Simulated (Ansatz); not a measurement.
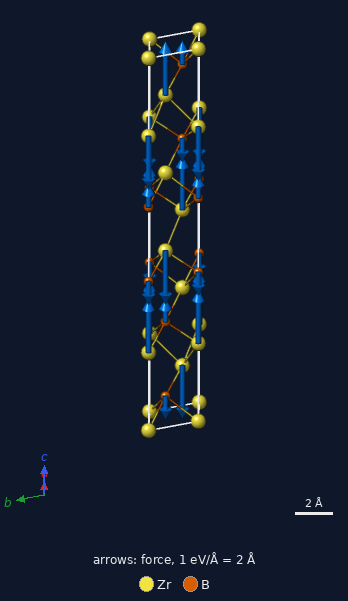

Starting geometry of crystalline Zr3B2 (built on the tetradymite_166 type) (coarse preliminary run) with the computed forces as blue arrows. A ball-and-stick model of the conventional cell (3 times the calculation's cell), seen from a free direction. Lengths and directions refer to the drawn axes.

Case: tetradymite type (R-3m, No. 166).

These are results of DFT PBE, scalar-relativistic, plane waves, PAW (Ansatz 0.2.0), not measurements. Set-up: plane-wave cutoff 420 eV; k-point mesh 6 × 6 × 6; occupations gaussian; smearing width 0.1 eV; no spin polarisation; cell and atoms relaxed; force threshold 0.04 eV/Å; at most 70 steps.

Question: What follows when this structure is relaxed?

Answer: It isn't relaxed: the largest force vector, on Zr atoms, is 1.59 eV/Å. The atoms end up moving mostly along the starting forces (cosine between the two patterns 0.99). The energy falls by 3.381 eV per cell of the calculation in 7 accepted moves (9 points after the start). Largest force component: 1.6 eV/Å at the start, 0.027 eV/Å at the end. The pressure goes from 51.41 to 0.08 GPa. At 2 points the geometry stayed and the basis and grid were re-selected for the new cell (energy shift of 40.0 meV per cell of the calculation at most each time). The largest moves relative to the cell, 0.40 Å, are those of Zr atoms. Largest moves by element: Zr 0.40 Å, B 0.23 Å. The drawn cell changes as follows: a = b 3.147 → 3.418 Å (+8.6 %), c 21.882 → 25.604 Å (+17.0 %); the volume changes by +38.0 %. Some distances before and after: Zr–Zr 2.611 → 3.579 Å, Zr–Zr 3.147 → 3.418 Å, B–Zr 2.206 → 2.360 Å, Zr–Zr 3.263 → 3.405 Å. Bonds break: Zr–Zr (2.61 → 3.58 Å). Bond angles that change, for instance: B–Zr–B 95.0° → 92.3°, Zr–B–Zr 85.0° → 87.7°, B–Zr–B 85.0° → 87.7°. The space group stays R-3m (No. 166). The run took roughly 80 core-seconds on a shared host.
